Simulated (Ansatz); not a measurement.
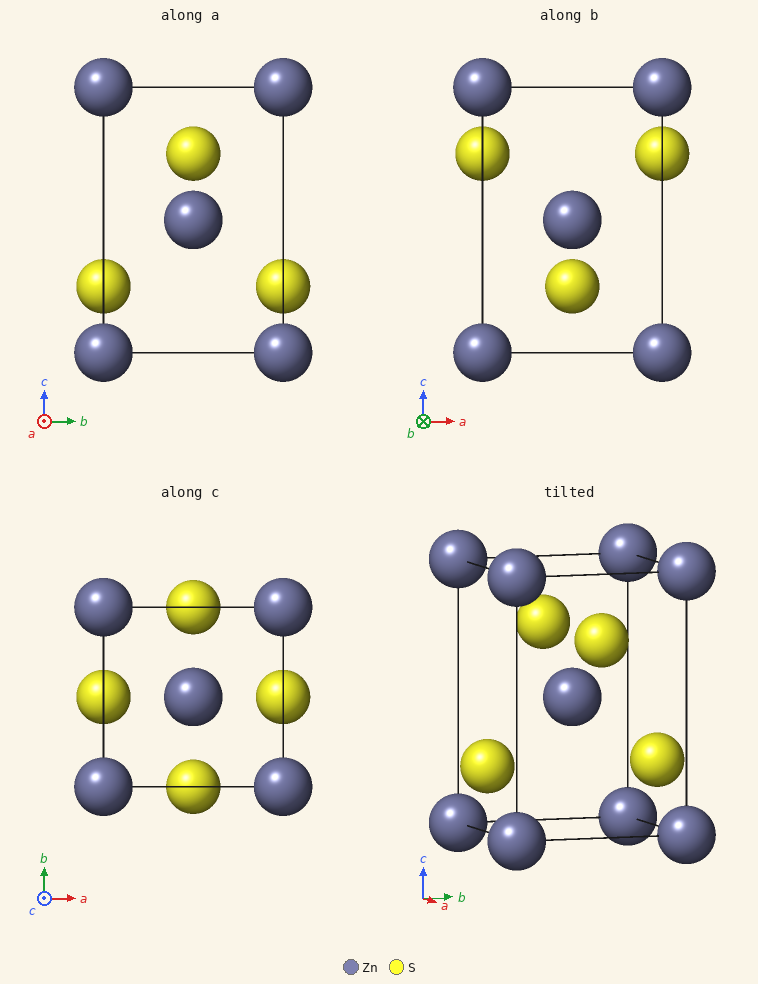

The figure gives a spheres-only picture of the atoms, viewed along the a axis, along the b axis, along the c axis and slightly off an axis. The conventional unit cell is outlined; an atom on or near a face, edge or corner is repeated at each equivalent position.

Lattice parameters: a = 3.7338 Å, b = 3.7338 Å, c = 5.5163 Å, α = 90.000°, β = 90.000°, γ = 90.000°.

> Give the structure in the form of a CIF with its space group and independent sites.

```cif
data_structure
_symmetry_space_group_name_H-M 'I -4 m 2'
_symmetry_Int_Tables_number 119
_cell_length_a 3.7338
_cell_length_b 3.7338
_cell_length_c 5.5163
_cell_angle_alpha 90.000
_cell_angle_beta 90.000
_cell_angle_gamma 90.000
_cell_volume 76.91
loop_
_atom_site_label
_atom_site_type_symbol
_atom_site_symmetry_multiplicity
_atom_site_Wyckoff_symbol
_atom_site_fract_x
_atom_site_fract_y
_atom_site_fract_z
_atom_site_occupancy
Zn1 Zn 2 a 0.0000 0.0000 0.0000 1
S1 S 2 d 0.5000 0.0000 0.2500 1
```

Its origin is a structure type filled with these elements by a generator (whether the compound takes this form wasn't checked). The cell was then strained or its atoms displaced on purpose. A calculation with Ansatz used it as input.
